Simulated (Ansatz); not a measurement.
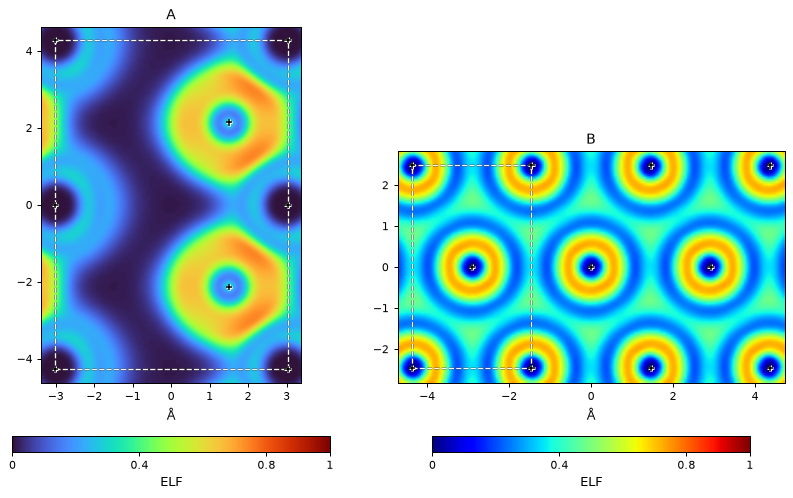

The ELF of 2 systems, each on a plane through atoms (crosses mark nuclei in the plane).

Theory: Ansatz 0.2.0, DFT PBEsol, scalar-relativistic, plane waves, PAW.

System 1: InAs, the (101) plane of the conventional cell. Space group F-43m.

System 2: W, the (101) plane of the conventional cell. Space group I4/mmm; changed on purpose from its base cell (strain +0.015 along x and y, -0.015 along z, atoms carried along); computed pressure about −16 GPa in this cell.

```yaml
crystal:
  lattice:
    - [2.06045, -2.06045, 0.00000]
    - [2.06045, 2.06045, 0.00000]
    - [0.00000, 0.00000, 3.99910]
  atoms:
    - { symbol: W, position: [0.00000, 0.00000, 0.00000] }
    - { symbol: W, position: [0.50000, 0.50000, 0.50000] }
```

Match each panel to its system.

Answer. Panel A is system 1, InAs: the plane holds In and As. In–As (2.62 Å): the ELF peaks at about 0.75 between the atoms. Panel B is system 2, W: the plane holds W. W–W (2.87 Å): the ELF is about 0.40 at the midpoint.
